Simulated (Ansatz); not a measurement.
**Geometry relaxation, with input and output: SnO (part 2 of 2)**

Continued. System: SnO (Pmn2₁, 4 atoms in the cell). Method: DFT, r2SCAN+rVV10, plane waves, PAW, no spin polarisation (Ansatz 0.2.0); cutoff 500 eV, 8×4×6 k-mesh, Fermi–Dirac smearing of 0.02 eV. The structure derives from a Materials Project entry. The geometry comes from this level: pbe-d3bj.

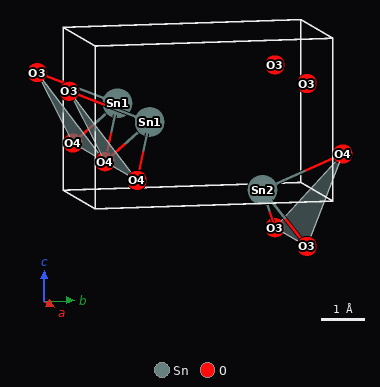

**Figure 1.** The geometry at step 4 of the log (polyhedral view of the cell of the calculation, seen slightly off an axis; polyhedra are completed across the faces of the cell; atoms are numbered from 1 in the order of the input).

## Log, continued
```
SCF iter   1: F=—  HF=-13209.974184 eV  |F-HF|=—  |Δ(HF+E_count)|=         —  Δρ=4.05e-4  dr2=8.50e-5  dr2_τ=7.40e-4  ethr=2.19e-7  ⟨swp⟩=3.0  Hψ=8504  notcnv=0
preconditioner: auto → none  [insulator: Δε(μ)=1.699 eV  Ē_g=18.760 eV  σ=0.020 eV  W_gap=1.00  n_scr=16 (ndim 8)  ℏωp=26.9 eV  f_vac=0.001  D(μ)=0.00/eV (n_scr^D=0)  ε∞_Penn≈3.1]
SCF iter   2: F=—  HF=-13209.974431 eV  |F-HF|=—  |Δ(HF+E_count)|=   2.47e-4  Δρ=1.74e-4  dr2=1.91e-5  dr2_τ=1.66e-6  ethr=2.13e-7  ⟨swp⟩=2.1  Hψ=2766  notcnv=0
SCF iter   3: F=—  HF=-13209.974429 eV  |F-HF|=—  |Δ(HF+E_count)|=   2.03e-6  Δρ=9.48e-5  dr2=2.81e-6  dr2_τ=3.69e-7  ethr=4.78e-8  ⟨swp⟩=3.0  Hψ=2640  notcnv=0
SCF iter   4: F=—  HF=-13209.974431 eV  |F-HF|=—  |Δ(HF+E_count)|=   2.02e-6  Δρ=5.37e-5  dr2=2.38e-6  dr2_τ=2.26e-7  ethr=7.03e-9  ⟨swp⟩=2.6  Hψ=2627  notcnv=0
SCF iter   5: F=—  HF=-13209.974431 eV  |F-HF|=—  |Δ(HF+E_count)|=   3.73e-7  Δρ=1.28e-5  dr2=8.17e-8  dr2_τ=8.70e-9  ethr=5.95e-9  ⟨swp⟩=2.0  Hψ=1881  notcnv=0
SCF iter   6: F=—  HF=-13209.974431 eV  |F-HF|=—  |Δ(HF+E_count)|=   1.95e-8  Δρ=3.93e-6  dr2=6.80e-9  dr2_τ=3.88e-10  ethr=2.04e-10  ⟨swp⟩=2.5  Hψ=2280  notcnv=0
SCF iter   7: F=—  HF=-13209.974431 eV  |F-HF|=—  |Δ(HF+E_count)|=   1.88e-9  Δρ=8.10e-7  dr2=3.07e-10  dr2_τ=3.24e-11  ethr=1.70e-11  ⟨swp⟩=2.9  Hψ=2613  notcnv=0
SCF iter   8: F=-13209.974431 eV  HF=-13209.974431 eV  |F-HF|=2.18e-11  |Δ(HF+E_count)|=  1.82e-11  Δρ=2.00e-7  dr2=3.96e-11  dr2_τ=8.09e-13  ethr=1.00e-12  ⟨swp⟩=5.3  Hψ=5722  notcnv=0
SCF 8 converged in 8 iterations: F = -13209.974431 eV  dr2 = 3.96e-11
relax step   8: F+E_penalty+E_count = -13209.97443056 eV  Δ(F+E_penalty+E_count) = +2.337e-7 eV  max|allowed force component| = 1.490e-3 eV/Å  Δτ_max = 0.0026 Å  P = -0.000 GPa  Ω = 76.089 Å³  energy of the carried Pulay correction = -2.752e-4 eV  (8 SCF iters, accepted)
Basis set: ecut = 500 eV, 1915 PW (Γ), exchange–correlation on 108×192×144 points (64 copies of the dense FFT grid, shifted against one another)
rVV10 density: all electrons in the spheres
Initial wavefunctions: pseudopotential atomic-orbital guess (no wavefunctions were taken with the density)
iter 1 solved again at ethr=9.89e-8 eV; its pass at ethr=3.10e-3 eV (dr2=3.95e-5 eV) is discarded
SCF iter   1: F=—  HF=-13209.974686 eV  |F-HF|=—  |Δ(HF+E_count)|=         —  Δρ=5.14e-5  dr2=1.48e-7  dr2_τ=6.21e-7  ethr=9.89e-8  ⟨swp⟩=3.5  Hψ=10743  notcnv=0
SCF iter   2: F=—  HF=-13209.974690 eV  |F-HF|=—  |Δ(HF+E_count)|=   3.79e-6  Δρ=2.56e-5  dr2=4.15e-8  dr2_τ=1.65e-7  ethr=3.70e-10  ⟨swp⟩=2.1  Hψ=2635  notcnv=0
SCF iter   3: F=—  HF=-13209.974691 eV  |F-HF|=—  |Δ(HF+E_count)|=   4.70e-7  Δρ=9.93e-6  dr2=7.85e-8  dr2_τ=8.05e-9  ethr=1.04e-10  ⟨swp⟩=2.1  Hψ=2651  notcnv=0
SCF iter   4: F=—  HF=-13209.974691 eV  |F-HF|=—  |Δ(HF+E_count)|=   1.32e-8  Δρ=1.06e-6  dr2=3.13e-10  dr2_τ=1.78e-10  ethr=1.04e-10  ⟨swp⟩=2.0  Hψ=1975  notcnv=0
SCF iter   5: F=—  HF=-13209.974691 eV  |F-HF|=—  |Δ(HF+E_count)|=  7.60e-10  Δρ=3.47e-7  dr2=4.12e-11  dr2_τ=1.52e-11  ethr=1.00e-12  ⟨swp⟩=2.9  Hψ=2685  notcnv=0
SCF iter   6: F=-13209.974691 eV  HF=-13209.974691 eV  |F-HF|=3.64e-12  |Δ(HF+E_count)|=  3.64e-11  Δρ=7.44e-8  dr2=2.61e-12  dr2_τ=5.49e-13  ethr=1.00e-12  ⟨swp⟩=5.0  Hψ=4996  notcnv=0
SCF 9 converged in 6 iterations: F = -13209.974691 eV  dr2 = 2.61e-12
relax step   9: F+E_penalty+E_count = -13209.97469066 eV  Δ(F+E_penalty+E_count) = -2.601e-4 eV  max|allowed force component| = 1.483e-3 eV/Å  Δτ_max = 0.0000 Å  P = +0.001 GPa  Ω = 76.089 Å³  stress off target by 6.46e-3 GPa  SCF on the basis re-selected at this cell (its energy is not comparable with the rows above)  (6 SCF iters)
```

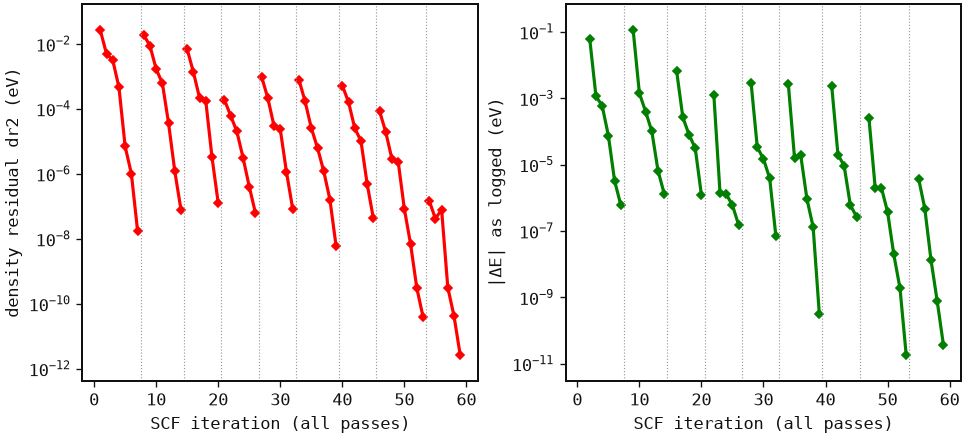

**Figure 2.** Convergence of the self-consistent field: density residual dr2 and size of the energy change against the SCF iteration. The dotted lines part the SCF passes of the relaxation: geometry steps, rejected trials and re-solves on a re-selected basis. The 9 passes take 6 to 8 iterations each, 59 in all.

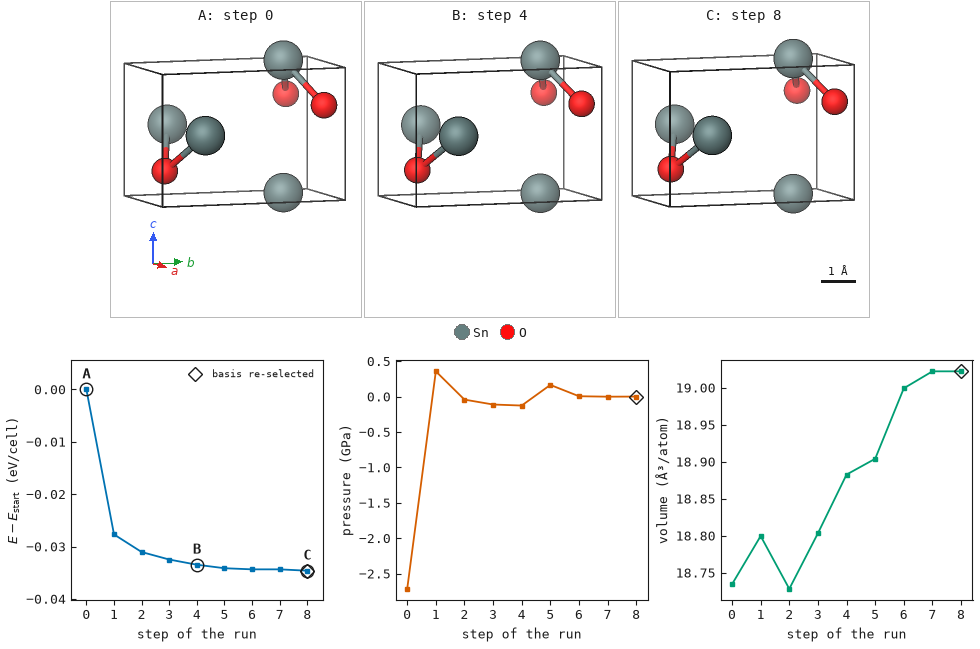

**Figure 3.** Frames of the relaxation (ball-and-stick view of the cell of the calculation, seen slightly off an axis) above the curves, on which the letters mark them (the first geometry is step 0 here and step 1 in the log).

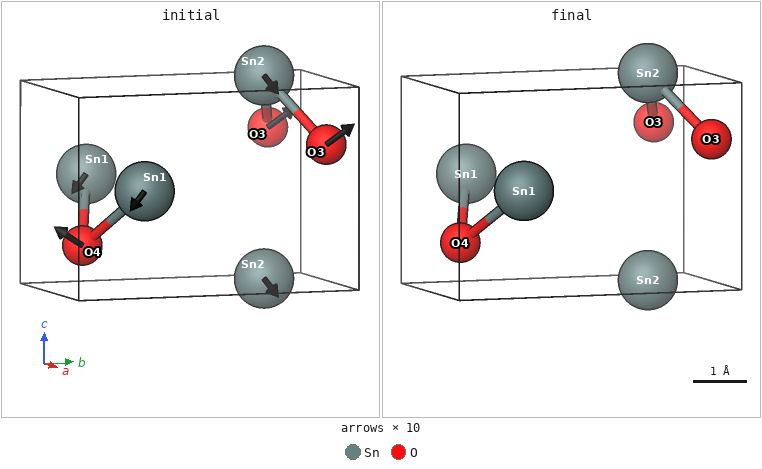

**Figure 4.** Before (left) and after (right) the relaxation, at one scale (ball-and-stick view of the cell of the calculation, seen slightly off an axis). The black arrows give the displacements (without the part carried along by the change of the cell), magnified 10 times. Over 7 geometry steps the energy falls by 34.3 meV per cell of the calculation. The largest force component goes from 0.5 to 0.0015 eV/Å. The pressure goes from −2.71 to 0.00 GPa. The largest moves relative to the cell, 0.070 Å, are those of O3 and O4. Largest moves by element: O 0.070 Å, Sn 0.049 Å. Cell: a 3.346 → 3.303 Å (−1.3 %), b 5.711 → 5.758 Å (+0.8 %), c 3.922 → 4.001 Å (+2.0 %). Volume +1.5 %. Among the contacts that change: Sn1–O4 2.162 → 2.127 Å, Sn1–O3 2.149 → 2.117 Å. Among the angles that change: Sn1–O4–Sn2 119.3° → 121.5°. The space group stays Pmn2_1 (No. 31). A last SCF at the same geometry on a re-selected plane-wave basis shifts the energy by −0.3 meV per cell of the calculation. (Atoms are counted from 1 in the order of the input.)

```
basis re-selected at this cell: Δ(F+E_penalty+E_count) = -2.601e-4 eV, ΔP = +0.001 GPa vs the last step (what re-selecting the basis moved, of the pressure what is left beyond the Pulay correction that the steps carried, after the strain that the cell walked since its last selection, with what the two solves' SCF thresholds leave and, on support functions, any second-order correction that the steps lacked; it is no measure of the basis error at this ecutwfc). The dense FFT grid was sized anew with the basis: this SCF ran on 27×48×36 points, the steps before it on 30×48×32, so part of this shift can come from that change (see relax.cell in the input reference). This SCF's stress stands 6.46e-3 GPa from its target on what of the cell is left free (relax.cell.stress_tol is 5.00e-2 GPa) and its largest allowed force component is 1.48e-3 eV/Å (relax.f_tol is 5.00e-3 eV/Å): within both
SCF converged after 6 iterations
Free energy (F): -13209.974691 eV
Harris-Foulkes:  -13209.974691 eV  (|F-HF|=3.64e-12)
Internal energy: -13209.974691 eV  (E = F + TS)
E sigma→0 (E₀):  -13209.974691 eV
Fermi energy:    8.657859 eV
--- Per-component energies (eV) ---
  E_band       = -259.324027
  E_kinetic    = 724.791180
  E_local      = -2976.380008  (includes V_loc(G=0)·N_el)
  E_nonlocal   = 29.956760
  E_hartree    = 1577.810411
  E_xc         = -891.727786
  E_vxc        = -418.817718  (∫ρ·V_xc dr)
  E_paw        = -8638.426288  (= ΣΔE_a)
  E_vpaw       = -801.155555  (= ΣTr[D̂ρ^β])
  E_aug_tail   = 0.001499  (compensation charges beyond the density's cutoff)
  E_vtau       = 26.659058  (kinetic-family band-sum trace: ∫τ·v_τ [+ j·A + Jᵃ·Aᵃ] dr)
  E_ewald      = -3037.407216
  E_core_change = 1.406758  (= ΣΔE_core)
  E_smearing   = -0.000000  (= −TS)
  E_closure    = -0.000000  (closes the sum)
  Σ components = -13209.974691   (vs F -13209.974691, Δ=0.00e0)
--- Forces (eV/Å), atoms counted from 1 ---
  atom   1  Sn     0.00000000    -0.00003560     0.00060842
  atom   2  Sn     0.00000000     0.00003560     0.00060842
  atom   3  O      0.00000000     0.00148340    -0.00060619
  atom   4  O     -0.00000000    -0.00148340    -0.00060619
  max |Σ_I F_I| component: 4.46e-6 eV/Å
--- Stress (GPa, compression-positive) ---
        0.006463       0.000000       0.000000
        0.000000      -0.004497       0.000000
        0.000000       0.000000       0.002207
  P = ⅓ Tr σ = 0.0014 GPa (0.014 kbar)
--- Relaxed structure (8 steps of the walk, 8 accepted, 1 SCFs on fresh bases) ---
  F+E_penalty+E_count = -13209.97469066 eV   max|allowed force component| = 1.483e-3 eV/Å   (the final SCF, on the basis selected at the relaxed cell)
  cell:  # Å, volume = 76.0888 Å³
    - [3.3031148357039615, 0.0, 0.0]
    - [0.0, 5.757704899721782, 0.0]
    - [0.0, 0.0, 4.000807151087349]
  atoms:
    - { symbol: Sn, position: [0.0, 0.22944203295011975, 0.5172649306654015] }
    - { symbol: Sn, position: [0.5000000000000001, 0.7705579670498802, 0.01726493066540139] }
    - { symbol: O, position: [0.0, 0.893533945343962, 0.7327360693345986] }
    - { symbol: O, position: [0.5000000000000001, 0.106466054656038, 0.23273606933459862] }
```

## Trajectory as extended XYZ (Å, eV, eV/Å), 9 frames, from step=1 to step=9
```
4
Lattice="3.3456 0.0000 0.0000 0.0000 5.7113 0.0000 0.0000 0.0000 3.9218" Properties=species:S:1:pos:R:3:forces:R:3 step=1 energy=-13209.94009 pressure_GPa=-2.71
Sn    0.0000    1.3408    2.0664    0.0000  -0.5034  -0.1906
Sn    1.6728    4.3706    0.1055    0.0000   0.5034  -0.1906
O     0.0000    5.0452    2.8358    0.0000   0.1657   0.1905
O     1.6728    0.6661    0.8749    0.0000  -0.1657   0.1905
4
Lattice="3.3084 0.0000 0.0000 0.0000 5.8377 0.0000 0.0000 0.0000 3.8936" Properties=species:S:1:pos:R:3:forces:R:3 step=2 energy=-13209.96776 pressure_GPa=0.36
Sn    0.0000    1.3181    2.0477    0.0000   0.1660  -0.0259
Sn    1.6542    4.5196    0.1009    0.0000  -0.1660  -0.0259
O     0.0000    5.1853    2.8193    0.0000   0.0650   0.0258
O     1.6542    0.6524    0.8725    0.0000  -0.0650   0.0258
4
Lattice="3.3012 0.0000 0.0000 0.0000 5.8217 0.0000 0.0000 0.0000 3.8979" Properties=species:S:1:pos:R:3:forces:R:3 step=3 energy=-13209.97112 pressure_GPa=-0.04
Sn    0.0000    1.3341    2.0416    0.0000  -0.0644  -0.0692
Sn    1.6506    4.4876    0.0927    0.0000   0.0644  -0.0692
O     0.0000    5.1905    2.8308    0.0000  -0.0679   0.0692
O     1.6506    0.6312    0.8818    0.0000   0.0679   0.0692
4
Lattice="3.3105 0.0000 0.0000 0.0000 5.8106 0.0000 0.0000 0.0000 3.9100" Properties=species:S:1:pos:R:3:forces:R:3 step=4 energy=-13209.97256 pressure_GPa=-0.11
Sn    0.0000    1.3294    2.0441    0.0000  -0.0290  -0.0446
Sn    1.6553    4.4812    0.0891    0.0000   0.0290  -0.0446
O     0.0000    5.1774    2.8435    0.0000  -0.0162   0.0445
O     1.6553    0.6332    0.8884    0.0000   0.0162   0.0445
4
Lattice="3.3129 0.0000 0.0000 0.0000 5.7959 0.0000 0.0000 0.0000 3.9337" Properties=species:S:1:pos:R:3:forces:R:3 step=5 energy=-13209.97355 pressure_GPa=-0.13
Sn    0.0000    1.3272    2.0486    0.0000  -0.0243  -0.0259
Sn    1.6564    4.4687    0.0818    0.0000   0.0243  -0.0259
O     0.0000    5.1691    2.8685    0.0000  -0.0090   0.0258
O     1.6564    0.6268    0.9016    0.0000   0.0090   0.0258
4
Lattice="3.3033 0.0000 0.0000 0.0000 5.7756 0.0000 0.0000 0.0000 3.9634" Properties=species:S:1:pos:R:3:forces:R:3 step=6 energy=-13209.97422 pressure_GPa=0.17
Sn    0.0000    1.3238    2.0574    0.0000   0.0195   0.0019
Sn    1.6516    4.4518    0.0757    0.0000  -0.0195   0.0019
O     0.0000    5.1554    2.8969    0.0000  -0.0022  -0.0019
O     1.6516    0.6202    0.9151    0.0000   0.0022  -0.0019
4
Lattice="3.3037 0.0000 0.0000 0.0000 5.7636 0.0000 0.0000 0.0000 3.9912" Properties=species:S:1:pos:R:3:forces:R:3 step=7 energy=-13209.97443 pressure_GPa=0.01
Sn    0.0000    1.3219    2.0666    0.0000   0.0004  -0.0013
Sn    1.6518    4.4418    0.0710    0.0000  -0.0004  -0.0013
O     0.0000    5.1484    2.9224    0.0000   0.0012   0.0012
O     1.6518    0.6152    0.9268    0.0000  -0.0012   0.0012
4
Lattice="3.3031 0.0000 0.0000 0.0000 5.7577 0.0000 0.0000 0.0000 4.0008" Properties=species:S:1:pos:R:3:forces:R:3 step=8 energy=-13209.97443 pressure_GPa=-0.00
Sn    0.0000    1.3211    2.0695    0.0000   0.0000   0.0006
Sn    1.6516    4.4366    0.0691    0.0000   0.0000   0.0006
O     0.0000    5.1447    2.9315    0.0000   0.0015  -0.0006
O     1.6516    0.6130    0.9311    0.0000  -0.0015  -0.0006
4
Lattice="3.3031 0.0000 0.0000 0.0000 5.7577 0.0000 0.0000 0.0000 4.0008" Properties=species:S:1:pos:R:3:forces:R:3 step=9 energy=-13209.97469 pressure_GPa=0.00
Sn    0.0000    1.3211    2.0695    0.0000   0.0000   0.0006
Sn    1.6516    4.4366    0.0691    0.0000   0.0000   0.0006
O     0.0000    5.1447    2.9315    0.0000   0.0015  -0.0006
O     1.6516    0.6130    0.9311    0.0000  -0.0015  -0.0006
```

The run was set up as follows.

## Input
```yaml
crystal:
  lattice:
    - [3.3456473825, 0.0, 0.0]
    - [0.0, 5.7113467323, 0.0]
    - [0.0, 0.0, 3.921790797]
  atoms:
    - { symbol: Sn, position: [0.0, 0.2347551361, 0.526911005] }
    - { symbol: Sn, position: [0.5, 0.7652448639, 0.026911005] }
    - { symbol: O, position: [0.0, 0.8833650553, 0.723089995] }
    - { symbol: O, position: [0.5, 0.1166349447, 0.223089995] }
kpoints:
  mp_grid: { grid: [8, 4, 6] }
hamiltonian:
  xc: r2scan
  dispersion: rvv10
scf:
  occupations: { method: fermi_dirac, width: 0.02 }
relax:
  f_tol: 0.005
  cell: {}
```

Run as:
```bash
ansatz run input.yaml --threads 2 --pin off --max-ram 2211MiB --backend cpu --events-out ev --progress --plain --runs-dir out
```

## Summary

```json
{"quantity": "outcome", "value": "converged"}
{"quantity": "space group (tolerance 0.01 Å)", "value": "Pmn2₁ (31)"}
{"quantity": "electrons treated", "value": "40"}
{"quantity": "free energy", "value": "−13209.9747 eV"}
{"quantity": "Fermi energy", "value": "8.658 eV"}
{"quantity": "pressure", "value": "0.00 GPa"}
{"quantity": "final volume", "value": "76.09 Å³"}
{"quantity": "largest force (length of the vector) at the end", "value": "0.002 eV/Å"}
{"quantity": "final cell", "value": "a = 3.303 Å, b = 5.758 Å, c = 4.001 Å, α = 90.00°, β = 90.00°, γ = 90.00°"}
{"quantity": "hardware", "value": "2 threads of Arm Neoverse V2, 24 GiB of memory available, shared host"}
{"quantity": "wall time", "value": "2.1 min (CPU time 4.2 min)"}
{"quantity": "peak memory", "value": "0.59 GiB"}
```
